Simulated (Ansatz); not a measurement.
## Electronic structure of BAs in real space

Input

```
crystal:
  lattice:
    - [0.0, 2.3410826661, 2.3410826661]
    - [2.3410826661, 0.0, 2.3410826661]
    - [2.3410826661, 2.3410826661, 0.0]
  atoms:
    - { symbol: B, position: [0.0, 0.0, 0.0] }
    - { symbol: As, position: [0.75, 0.75, 0.75] }
basis:
  ecutwfc: 420
kpoints:
  mp_grid: { grid: [10, 10, 10] }
hamiltonian:
  xc: lda
scf:
  occupations: { method: fixed }
output:
  forces: true
  stress: true
  eigenvalues: true
  write_density: true
  write_potential: true
  elf: true
  volumetric_format: npy
relax:
  adjacent_minimum: "off"
  f_tol: 0.001
  max_steps: 60
  cell: { stress_tol: 0.02, p_target: 11.0 }
```

Command:

```sh
ansatz run input.yaml --threads 1 --pin off --max-ram 3072MiB --backend cpu --events-out ev --progress --plain --runs-dir out
```

Below, planes, directions and counts refer to the conventional cell (a = 4.63 Å, b = 4.63 Å, c = 4.63 Å, α = 90.00°, β = 90.00°, γ = 90.00°).

The fields are those of the relaxed geometry.

Space group F-43m; computed pressure about 11 GPa in this cell.

These are results of Ansatz, DFT LDA, scalar-relativistic, plane waves, PAW, not measurements.

The density is the valence pseudo-density of a PAW calculation; it isn't the true density close to the nuclei.

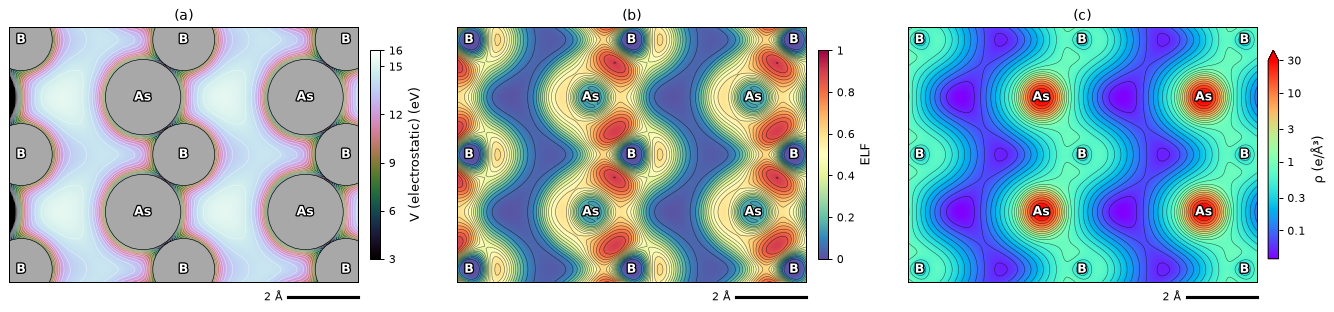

Figure 1. (a) electrostatic potential energy of an electron; (b) electron localisation function; (c) valence charge density (pseudo) on the (011) plane of the conventional cell. Grey discs cover the atomic cores in the potential map.

What do the fields say about this system?

- Atoms in the plane: B and As.
- B–As (2.00 Å): ρ is about 0.86 e/Å³ halfway; the ELF peaks at about 0.90 between the atoms: a shared electron pair.
- Between the atoms the lowest density in this plane is 0.04 e/Å³.
- Outside the cores the potential energy rises away from the atoms and is highest about 2.0 Å from the nearest atoms; its zero is arbitrary.

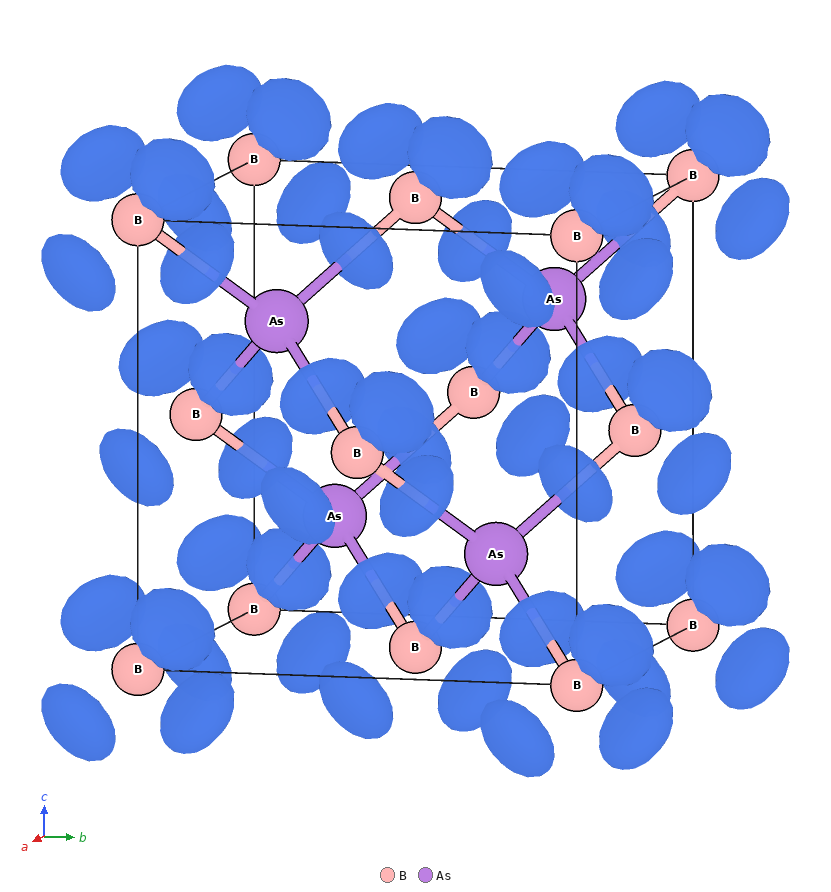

Figure 2. Isosurface of the ELF at 0.8 (blue), seen slightly off an axis. Only the valence region is drawn (cores and ρ < 0.01 e/Å³ removed). Sticks mark near contacts.

Identify the bonds, lone pairs and shells in this picture.

The ELF exceeds this value in 16 regions between bonded As–B atoms (shared pairs), counted in one cell of 8 atoms. Regions shared between cells count once.

Does the calculation make it a metal, or give it a gap?

It is gapped, with a Kohn–Sham gap of 1.0 eV on the k-point mesh, an upper bound to the gap of this method.
